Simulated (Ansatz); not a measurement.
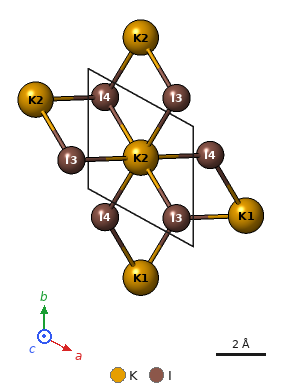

Starting structure of solid KI (set up in Cmcm). The picture is a ball-and-stick view of the cell of the calculation, seen along the c axis.

These are results of DFT PBE, scalar-relativistic, plane waves, PAW in Ansatz, not measurements.

Input
```yaml
crystal:
  lattice:
    - [2.51266, -4.255227, 0.0]
    - [2.51266, 4.255227, 0.0]
    - [0.0, 0.0, 8.676589]
  atoms:
    - { symbol: K, position: [0.5, 0.5, 0.5] }
    - { symbol: K, position: [0.5, 0.5, 0.0] }
    - { symbol: I, position: [0.84023, 0.15977, 0.25] }
    - { symbol: I, position: [0.15977, 0.84023, 0.75] }
basis:
  ecutwfc: 420
kpoints:
  mp_grid: { grid: [6, 6, 4] }
hamiltonian:
  xc: pbe
scf:
  occupations: { method: gaussian, width: 0.02 }
output:
  forces: true
  stress: true
  eigenvalues: true
relax:
  adjacent_minimum: "off"
  f_tol: 0.005
  max_steps: 80
  cell: { stress_tol: 0.05 }
```

Command:
```bash
ansatz run input.yaml --threads 1 --pin off --max-ram 2560MiB --backend cpu --events-out ev --progress --plain --runs-dir out
```

Q: Where does the relaxation end?

A: The largest moves relative to the cell, 0.060 Å, are those of I3 and I4. I4 goes along [1 −1 0]. K stays in place. The drawn cell changes as follows: a = b 4.942 → 4.970 Å (+0.6 %), c 8.677 → 8.679 Å (0.0 %), γ 118.9° → 120.0°; the volume changes by +0.1 %. Near-neighbour distances that change, for instance: K1–I3 3.618 → 3.596 Å, K1–I3 (another image) 3.587 → 3.598 Å. Among the angles between lasting bonds that change: K1–I3–K2 135.4° → 133.0°. The space group (tolerance 0.01 Å) goes from Cmcm (No. 63) to P6_3/mmc (No. 194). Over 3 accepted moves (4 points after the start) the energy falls by 2.3 meV per cell of the calculation. Largest force component: 0.032 eV/Å at the start, 0.0013 eV/Å at the end. The pressure goes from 0.01 to 0.00 GPa. The SCF was repeated once at an unchanged geometry on a basis and grid sized afresh for the cell, which shifted the energy by less than 0.05 meV per cell of the calculation at most. The run took 29 s on 1 thread of Intel(R) Xeon(R) 6975P-C (Granite Rapids), on a shared host, peak memory 0.64 GiB.

Step by step:

```
step  E − E(0), meV/atom  largest force component, eV/Å  pressure, GPa  volume, Å³/atom                      note
   0                0.00                         0.0320           0.01           46.385                          
   1               -0.25                         0.0222           0.00           46.400                          
   2               -0.56                         0.0033           0.00           46.415                          
   3               -0.57                         0.0013           0.00           46.420                          
   4               -0.57                         0.0013           0.00           46.420  same geometry, new basis
```

The end point in the same view:

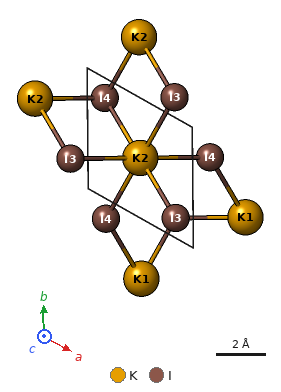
